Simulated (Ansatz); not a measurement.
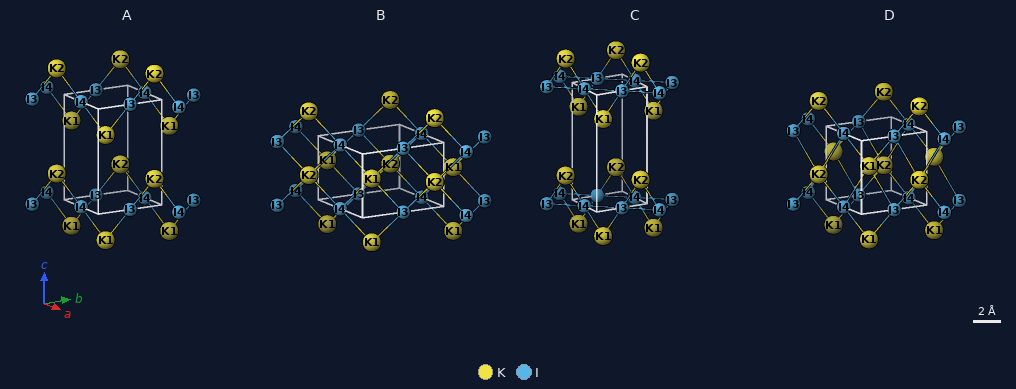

4 geometries from one relaxation of a crystal of KI (built on the random type) (coarse preliminary run), in shuffled order. Style: ball-and-stick. Shown: the cell of the calculation, slightly off an axis.

Case: random cell with space group Cmme (No. 67).

All numbers below come from DFT PBE, scalar-relativistic, plane waves, PAW in Ansatz 0.2.0. (plane-wave cutoff 420 eV; k-point mesh 4 × 4 × 2; occupations gaussian; smearing width 0.1 eV; no spin polarisation; cell and atoms relaxed; force threshold 0.04 eV/Å; at most 70 steps)

> Put them in the order of the run, from the start to the converged end.

C, A, D, B. They are steps 0, 9, 16, 31, at +1631 meV per atom, +691 meV per atom, +388 meV per atom relative to the last. The largest moves relative to the cell, 1.23 Å, are those of K1 and K2. K2 goes along +c. I stays in place. The drawn cell changes as follows: a = b 4.856 → 7.410 Å (+52.6 %), c 9.024 → 4.920 Å (−45.5 %), γ 106.0° → 97.1°; the volume changes by +31.1 %. Some distances before and after: K1–I3 6.924 → 3.474 Å, I3–I4 2.922 → 4.906 Å, K1–I3 (another image) 2.688 → 3.474 Å. New bonds form: K1–I3 (6.92 → 3.47 Å), K1–I4 (6.92 → 3.47 Å), K2–I3 (6.92 → 3.47 Å), K2–I4 (6.92 → 3.47 Å). Among the angles between lasting bonds that change: I3–K2–I4 65.9° → 89.8°. Within 0.06 Å the space group is Cmme at the start and P4/mmm at the end; at a tighter tolerance small leftover displacements or strains of the cell lower it. The energy falls by 1631 meV per atom in 28 accepted moves (31 points after the start). The largest force component goes from 4.5 to 0.00043 eV/Å. The pressure goes from 11.88 to 0.04 GPa. At 3 points the geometry stayed and the basis and grid were re-selected for the new cell (energy shift of 91.1 meV per atom at most each time). Cost: 5.2 min on 1 thread of Intel(R) Xeon(R) Platinum 8259CL CPU @ 2.50GHz (Skylake/Cascade Lake), on a shared host, peak memory 0.56 GiB.
